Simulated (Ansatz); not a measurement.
Structure data:

```
CELL_PARAMETERS angstrom
3.75936 0.00000 0.00000
-1.87968 3.25570 0.00000
0.00000 0.00000 4.86856
ATOMIC_POSITIONS crystal
Pt 0.00000 0.00000 0.00000
Se 0.66667 0.33333 0.73937
Se 0.33333 0.66667 0.26063
```

### What would you see if this were drawn?

The material is PtSe2. The symmetry is that of P-3m1 (No. 164), on a primitive hexagonal lattice. This arrangement goes by the name cadmium iodide (CdI₂, 1T) type. Counting shared atoms by their share gives 1 Pt, 2 Se, or 3 atoms. Each Pt atom is coordinated by six Se in a distorted octahedral arrangement at 2.51 Å. About every Se there are three Pt in a trigonal pyramidal arrangement at 2.51 Å. The bonds build PtSe2 layers parallel to (001).

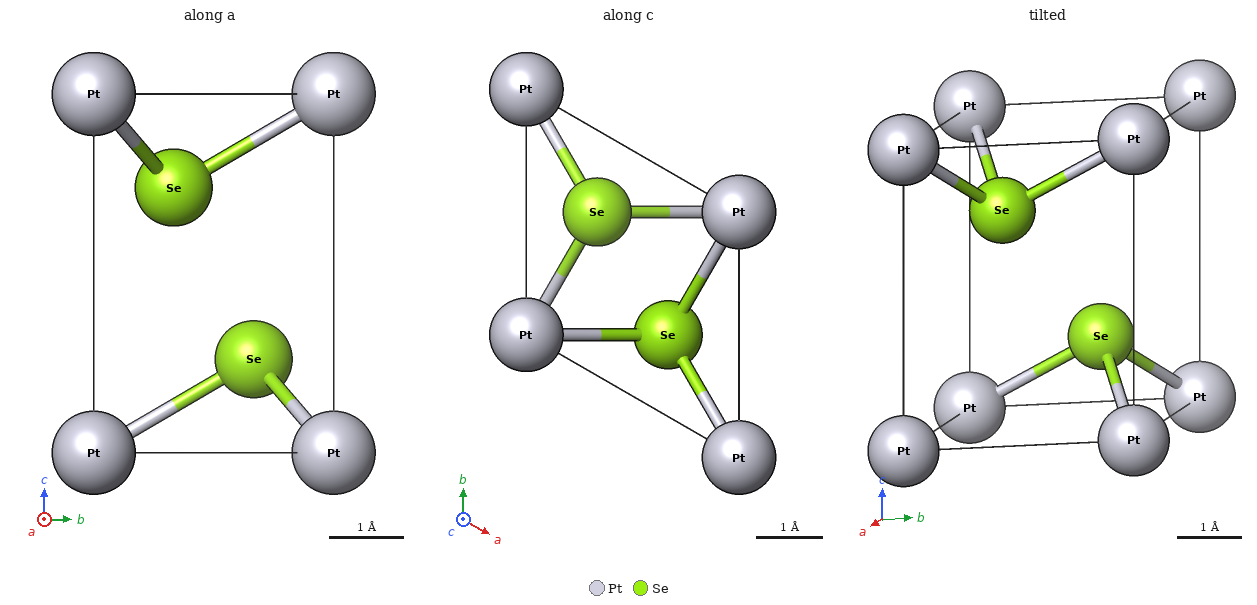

Ball-and-stick drawing of the structure, looking along the a axis, along the c axis and slightly off an axis. The edges of the conventional unit cell are marked.

The model was built from a structure listed in the Materials Project. Earlier steps of the study may have refined or changed the cell and positions. It went into a calculation with Ansatz.
